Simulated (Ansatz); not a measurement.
## Run report: SiC, band-structure calculation

- system: SiC (P6₃mc, 4 atoms in the cell)
- method: DFT, PBE, plane waves, PAW, no spin polarisation (Ansatz 0.2.0)

The structure was built on a prototype by a generator. The geometry comes from this level: r2SCAN (a point of a series of strains). Figures and captions count atoms from 1; the log counts them from 0 in places.

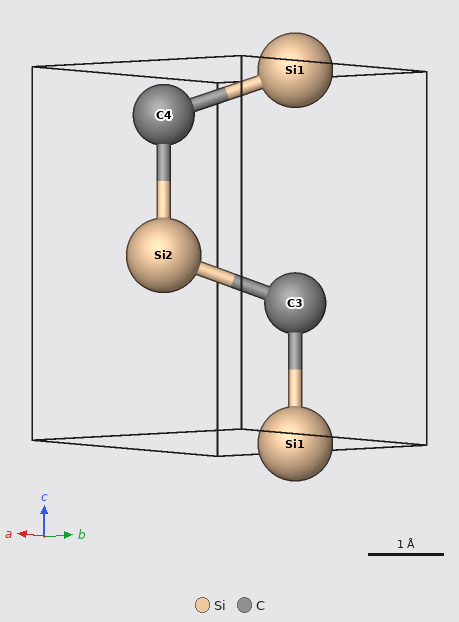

**Figure 1.** The structure as given in the input (ball-and-stick view of the cell of the calculation, seen at an oblique angle; atoms are numbered from 1 in the order of the input). Near neighbours in the crystal (not all of them lie inside the picture): Si has 4 C at 1.88 to 1.90 Å; C has 4 Si at 1.88 to 1.90 Å.

### Summary

```json
{"quantity": "outcome", "value": "converged"}
{"quantity": "space group (tolerance 0.01 Å)", "value": "P6₃mc (186)"}
{"quantity": "electrons treated", "value": "16"}
{"quantity": "free energy", "value": "−1774.3019 eV"}
{"quantity": "Fermi energy", "value": "10.777 eV"}
{"quantity": "gap on the k-point mesh", "value": "2.28 eV"}
{"quantity": "pressure", "value": "3.51 GPa"}
{"quantity": "largest force (length of the vector)", "value": "0.003 eV/Å"}
{"quantity": "hardware", "value": "2 threads of AMD EPYC (Zen 3), 144 GiB of memory available, shared host"}
{"quantity": "wall time", "value": "1.9 s (CPU time 3.5 s)"}
{"quantity": "peak memory", "value": "0.56 GiB"}
```

### Input file
```yaml
crystal:
  lattice:
    - [3.0753562392, 0.0, 0.0]
    - [-1.5376781196, 2.6633366288, 0.0]
    - [0.0, 0.0, 5.048108091]
  atoms:
    - { symbol: Si, position: [0.3333333333, 0.6666666667, -0.0004083989] }
    - { symbol: Si, position: [0.6666666667, 0.3333333333, 0.4995916011] }
    - { symbol: C, position: [0.3333333333, 0.6666666667, 0.3754083989] }
    - { symbol: C, position: [0.6666666667, 0.3333333333, 0.8754083989] }
kpoints:
  mp_grid: { grid: [12, 12, 6] }
  band_path:
    path:
      - [0.0, 0.0, 0.0]
      - [0.5, 0.0, 0.0]
      - [0.3333333333, 0.3333333333, 0.0]
      - [0.0, 0.0, 0.5]
      - [0.5, 0.0, 0.5]
      - [0.3333333333, 0.3333333333, 0.5]
    npoints: 1
hamiltonian:
  xc: pbe
scf:
  occupations: { method: fermi_dirac, width: 0.02 }
  n_extra_bands: 5
output:
  forces: true
  stress: true
  eigenvalues: true
  write_density: true
  write_potential: true
  elf: true
  volumetric_format: npy
```

Run as:
```bash
ansatz run input.yaml --threads 2 --pin off --max-ram 20275MiB --backend cpu --events-out ev --progress --plain --runs-dir out
```

### What the program printed
```
scf.n_extra_bands = 5 over 8 filled bands (N_el = 16.0): the run solves 13 bands
Engine: ansatz 0.2.0, x86_64-unknown-linux-gnu
Pseudopotentials: kind: paw
Pseudopotential: Si, paw, valence charge 4, recommended cutoff 420 eV (normal), Si.paw.azcp
Pseudopotential: C, paw, valence charge 4, recommended cutoff 420 eV (normal), C.paw.azcp
Functional definition: PBE
  parameter kappa = 0.804
  parameter beta = 0.06672455060314922
  exchange = pbe_x(kappa = kappa, mu = beta*pi^2/3)
  correlation = pbe_c(beta = beta)
Crystal: 4 atoms, lattice volume = 41.348 Å³
Basis set: ecut = 420 eV, 785 PW (Γ), exchange–correlation on 48×48×72 points (8 copies of the dense FFT grid, shifted against one another)
Bands: 13, of which v1, the nominal top of the filled ones, is band 8 counted from 1 (7 counted from 0)
Symmetry: 12 space group operations
Space group: P63mc (ITA 186), of the structure as read, at distance tolerance 3.5e-5 Å
k-points: 76 of 864 (time reversal used)
Non-local potential: Si, projectors of the file, l = 0: 2, l = 1: 2, l = 2: 2
Non-local potential: C, projectors of the file, l = 0: 2, l = 1: 2, l = 2: 1
PAW form: soft (Blöchl's): semilocal exchange-correlation on the pseudo side does not see the compensation charge
PAW one-centre angular grid: Si, 110 points (default); XC on 64 Gauss nodes
PAW one-centre angular grid: C, 110 points (default); XC on 64 Gauss nodes
Initial density: superposition of atomic densities (neutral atoms: chi_scale 0, normalization atom), corrected by the library's trained network
Initial wavefunctions: pseudopotential atomic-orbital guess
Functional: x = pbe(κ = 0.804, μ = 0.2195149727645171), c = pbe(β = 0.06672455060314922)
SCF iter   1: F=—  HF=-1774.301970 eV  |F-HF|=—  |Δ(HF+E_count)|=         —  Δρ=2.58e-3  dr2=2.91e-3  ethr=1.77e-3  ⟨swp⟩=6.0  Hψ=6683  notcnv=0
preconditioner: auto → none  [insulator: Δε(μ)=2.251 eV  Ē_g=12.475 eV  σ=0.020 eV  W_gap=1.00  n_scr=2 (ndim 8)  ℏωp=23.1 eV  f_vac=0.000  D(μ)=0.00/eV (n_scr^D=0)  ε∞_Penn≈4.4]
SCF iter   2: F=—  HF=-1774.301844 eV  |F-HF|=—  |Δ(HF+E_count)|=   1.26e-4  Δρ=9.38e-4  dr2=2.23e-4  ethr=1.82e-5  ⟨swp⟩=2.3  Hψ=2479  notcnv=0  defer=74
SCF iter   3: F=—  HF=-1774.301864 eV  |F-HF|=—  |Δ(HF+E_count)|=   2.02e-5  Δρ=4.03e-4  dr2=2.69e-5  ethr=1.40e-6  ⟨swp⟩=2.1  Hψ=1397  notcnv=0  defer=74
SCF iter   4: F=—  HF=-1774.301927 eV  |F-HF|=—  |Δ(HF+E_count)|=   6.30e-5  Δρ=6.55e-5  dr2=8.60e-7  ethr=1.68e-7  ⟨swp⟩=2.4  Hψ=1490  notcnv=0  defer=74
iter 5 did not close the SCF: its close was put off for the readings that it lacked (scf_convergence_deferred on its scf_iter line)
SCF iter   5: F=-1774.301928 eV  HF=-1774.301928 eV  |F-HF|=1.17e-8  |Δ(HF+E_count)|=   1.35e-6  Δρ=5.25e-6  dr2=4.36e-9  ethr=5.37e-9  ⟨swp⟩=2.0  Hψ=1472  notcnv=0  defer=74
SCF iter   6: F=-1774.301928 eV  HF=-1774.301928 eV  |F-HF|=1.49e-10  |Δ(HF+E_count)|=   1.27e-8  Δρ=8.77e-7  dr2=2.16e-10  ethr=2.72e-11  ⟨swp⟩=8.2  Hψ=6260  notcnv=0
SCF 1 converged in 6 iterations: F = -1774.301928 eV  dr2 = 2.16e-10
  greatest PAW one-centre occupation: 0.645 electrons in one spin orbital (limit 2), on the C atom at site 3 (counted from 0), in its partial waves of l = 0
NSCF: frozen V_eff on 6 k-points
SCF converged after 6 iterations
Free energy (F): -1774.301928 eV
Harris-Foulkes:  -1774.301928 eV  (|F-HF|=1.49e-10)
Internal energy: -1774.301928 eV  (E = F + TS)
E sigma→0 (E₀):  -1774.301928 eV
Fermi energy:    10.777476 eV
--- Per-component energies (eV) ---
  E_band       = 57.608830
  E_kinetic    = 271.685147
  E_local      = -210.488042  (includes V_loc(G=0)·N_el)
  E_nonlocal   = 103.677858
  E_hartree    = 65.020945
  E_xc         = -211.115203
  E_vxc        = -218.883779  (∫ρ·V_xc dr)
  E_paw        = -1224.172372  (= ΣΔE_a)
  E_vpaw       = -18.424160  (= ΣTr[D̂ρ^β])
  E_aug_tail   = 0.000027  (compensation charges beyond the density's cutoff)
  E_ewald      = -568.910289
  E_smearing   = -0.000000  (= −TS)
  E_closure    = -0.000000  (closes the sum)
  Σ components = -1774.301928   (vs F -1774.301928, Δ=0.00e0)
--- Forces (eV/Å), atoms counted from 1 ---
  atom   1  Si    -0.00000000    -0.00000000     0.00312363
  atom   2  Si    -0.00000000     0.00000000     0.00312363
  atom   3  C      0.00000000    -0.00000000    -0.00312645
  atom   4  C      0.00000000     0.00000000    -0.00312645
  max |Σ_I F_I| component: 5.64e-6 eV/Å
--- Stress (GPa, compression-positive) ---
        3.572515       0.000000       0.000000
       -0.000000       3.572515       0.000000
        0.000000       0.000000       3.382692
  P = ⅓ Tr σ = 3.5092 GPa (35.092 kbar)
--- Band table (eV; the first three rows and the last of 76) ---
  k-point 0: bands = ["-5.9350", "-2.3682", "0.9372", "8.3223", "8.3223", "9.5263", "9.6377", "9.6377", "14.4424", "15.8324", "16.3104", "16.3104", "17.3849"]
  k-point 1: bands = ["-5.7993", "-2.9115", "1.7007", "8.3981", "8.3981", "8.7892", "9.5348", "9.5348", "14.5682", "16.3559", "16.3559", "16.3764", "17.0431"]
  k-point 2: bands = ["-5.3960", "-3.8697", "3.3051", "7.1295", "8.6126", "8.6126", "9.2664", "9.2664", "14.9399", "16.2850", "16.5586", "16.5586", "17.5342"]
  k-point 75: bands = ["-1.1393", "-1.1393", "1.8873", "1.8873", "3.9988", "3.9988", "7.9016", "7.9016", "14.7089", "14.7089", "15.6557", "15.6557", "20.0026"]
```

### File bands.tsv
```
# k_distance	band_0	band_1	band_2	band_3	band_4	band_5	band_6	band_7	band_8	band_9	band_10	band_11	band_12
# fermi_ev = 10.777476
# lock_threshold_ev = 1e-6
# [0, 0, 0] at k_distance = 0.000000
# [0.5, 0, 0] at k_distance = 1.179570
# [0.3333333333, 0.3333333333, 0] at k_distance = 1.860595
# [0, 0, 0.5] at k_distance = 3.358086
# [0.5, 0, 0.5] at k_distance = 4.537656
# [0.3333333333, 0.3333333333, 0.5] at k_distance = 5.218681
# levels_relative_to = fermi_ev
# free_energy_ev = -1774.301928
# largest_residual_norms_ev = 8.612e-4 5.466e-4 7.148e-4 5.745e-4 5.820e-4 7.218e-4 6.514e-4 7.525e-4 1.142e-3 1.261e-3 6.862e-4 1.218e-3 7.937e-4
0.000000	-16.712483	-13.145695	-9.840294	-2.455157	-2.455157	-1.251149	-1.139751	-1.139751	3.664929	5.054928	5.532893	5.532893	6.607452
1.179570	-13.388405	-11.923331	-8.908837	-7.433124	-6.571450	-4.460359	-4.425711	-2.335872	1.641986	3.085600	5.737716	5.993985	8.910781
1.860595	-12.212802	-12.212802	-7.875775	-7.401066	-7.401066	-5.180731	-5.180731	-4.969759	1.137455	7.028480	7.710847	7.710847	8.512721
3.358086	-15.517319	-15.517319	-5.581639	-5.581639	-1.851345	-1.851345	-1.851345	-1.851345	4.756200	4.756200	6.214634	6.214634	6.214634
4.537656	-12.521755	-12.521755	-9.404183	-9.404183	-3.584175	-3.584175	-3.470972	-3.470972	2.146320	2.146320	4.120080	4.120080	9.231397
5.218681	-11.916731	-11.916731	-8.890211	-8.890211	-6.778675	-6.778675	-2.875865	-2.875865	3.931473	3.931473	4.878234	4.878234	9.225078
```

### File rho_z.tsv
```
# z_ang	rho[e/angstrom^3]
# format = ansatz-planar-average/11
# lattice	3.075356239	0.000000000	0.000000000
# lattice	-1.537678120	2.663336629	0.000000000
# lattice	0.000000000	0.000000000	5.048108091
# sites	4
# site	14	0.000000000	1.775557753	-0.002061642
# site	14	1.537678120	0.887778876	2.521992404
# site	6	0.000000000	1.775557753	1.895102176
# site	6	1.537678120	0.887778876	4.419156221
0.000000	4.146909e-1
0.140225	3.336085e-1
0.280450	2.730299e-1
0.420676	2.355958e-1
0.560901	2.169604e-1
0.701126	2.108217e-1
0.841351	2.140766e-1
0.981577	2.284489e-1
1.121802	2.582565e-1
1.262027	3.067092e-1
1.402252	3.726060e-1
1.542477	4.487511e-1
1.682703	5.240691e-1
1.822928	5.876476e-1
1.963153	6.268917e-1
2.103378	6.269154e-1
2.243604	5.820892e-1
2.383829	5.041720e-1
2.524054	4.146909e-1
2.664279	3.336085e-1
2.804504	2.730299e-1
2.944730	2.355958e-1
3.084955	2.169604e-1
3.225180	2.108217e-1
3.365405	2.140766e-1
3.505631	2.284489e-1
3.645856	2.582565e-1
3.786081	3.067092e-1
3.926306	3.726060e-1
4.066532	4.487511e-1
4.206757	5.240691e-1
4.346982	5.876476e-1
4.487207	6.268917e-1
4.627432	6.269154e-1
4.767658	5.820892e-1
4.907883	5.041720e-1
```

### File v_z.tsv
```
# z_ang	v_es[eV]	v_tot[eV]
# format = ansatz-planar-average/11
# xc	pbe
# density_cutoff_ev	1680
# datasets	Si=:simpson_from_first_knot:soft	C=:simpson_from_first_knot:soft
# lattice	3.075356239	0.000000000	0.000000000
# lattice	-1.537678120	2.663336629	0.000000000
# lattice	0.000000000	0.000000000	5.048108091
# sites	4
# site	14	0.000000000	1.775557753	-0.002061642
# site	14	1.537678120	0.887778876	2.521992404
# site	6	0.000000000	1.775557753	1.895102176
# site	6	1.537678120	0.887778876	4.419156221
0.000000	-4.350873e0	-1.743097e1
0.140225	-3.041448e0	-1.534428e1
0.280450	-1.168461e0	-1.252700e1
0.420676	1.340106e0	-8.998113e0
0.560901	4.230001e0	-5.323030e0
0.701126	7.015861e0	-2.175869e0
0.841351	9.062182e0	-4.841456e-2
0.981577	1.016757e1	9.614477e-1
1.121802	1.046179e1	1.025721e0
1.262027	9.749979e0	-2.023501e-1
1.402252	7.744722e0	-2.922695e0
1.542477	4.777276e0	-6.642398e0
1.682703	1.492031e0	-1.062544e1
1.822928	-1.738857e0	-1.440765e1
1.963153	-4.325232e0	-1.748687e1
2.103378	-5.730238e0	-1.931366e1
2.243604	-5.995560e0	-1.974886e1
2.383829	-5.398486e0	-1.897352e1
2.524054	-4.350873e0	-1.743097e1
2.664279	-3.041448e0	-1.534428e1
2.804504	-1.168461e0	-1.252700e1
2.944730	1.340106e0	-8.998113e0
3.084955	4.230001e0	-5.323030e0
3.225180	7.015861e0	-2.175869e0
3.365405	9.062182e0	-4.841456e-2
3.505631	1.016757e1	9.614477e-1
3.645856	1.046179e1	1.025721e0
3.786081	9.749979e0	-2.023501e-1
3.926306	7.744722e0	-2.922695e0
4.066532	4.777276e0	-6.642398e0
4.206757	1.492031e0	-1.062544e1
4.346982	-1.738857e0	-1.440765e1
4.487207	-4.325232e0	-1.748687e1
4.627432	-5.730238e0	-1.931366e1
4.767658	-5.995560e0	-1.974886e1
4.907883	-5.398486e0	-1.897352e1
```

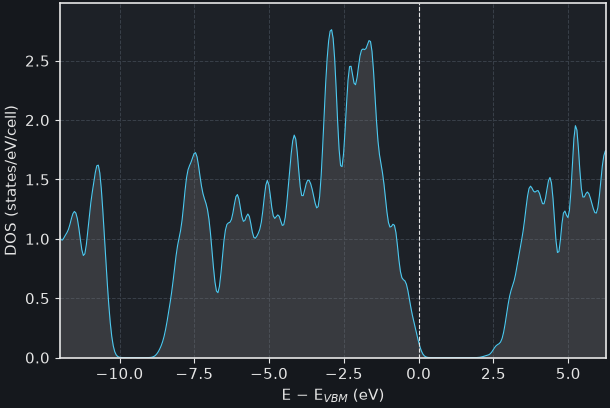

**Figure 2.** Density of states (the curve is built from the levels of the k mesh with Gaussians 0.3 eV wide, which also blur the band edges), with energies from the valence-band top. There is a gap of 2.28 eV on the k-point mesh. Small ripples come from the finite k-point mesh.

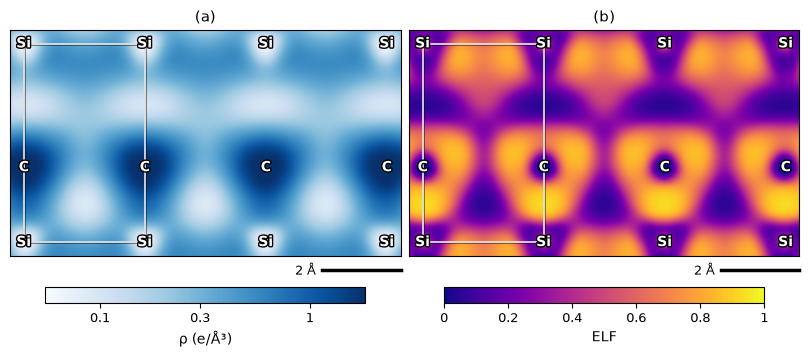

**Figure 3.** (a) valence charge density (pseudo); (b) electron localisation function on the (100) plane of the conventional cell. The section cuts through Si and C sites. Si–C (1.90 Å): ρ is about 0.87 e/Å³ halfway; the ELF peaks at about 0.95 between the atoms (localised, shared-pair bonding). Away from the nuclei the density in this plane falls to 0.09 e/Å³ at its lowest. The fields are those of the smooth PAW valence density.

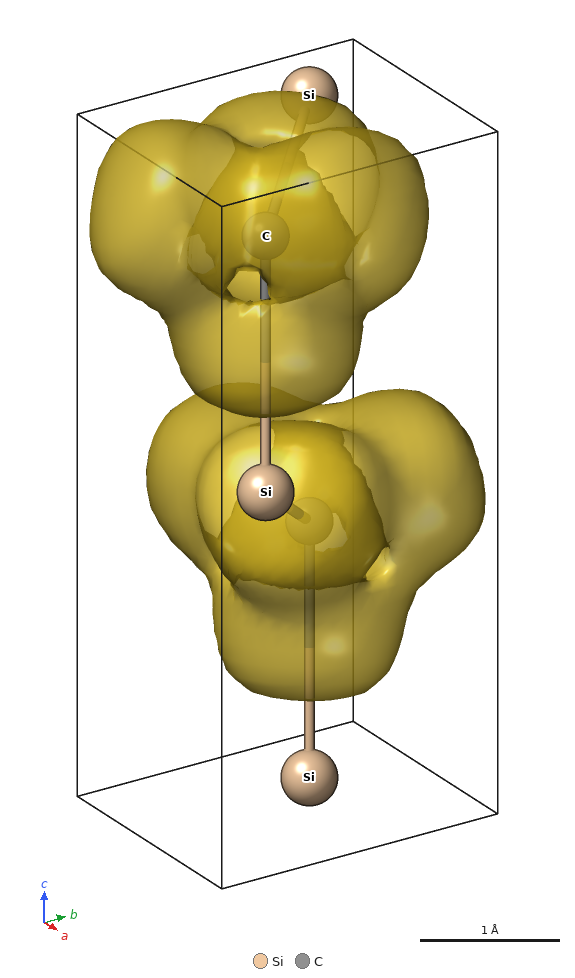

**Figure 4.** Isosurface of the electron localisation function at 0.7 (yellow), seen slightly off an axis. Only the valence region is drawn (cores and ρ < 0.01 e/Å³ removed). Sticks mark near contacts. The outline is the cell set on symmetry axes. Values along the shortest contacts:
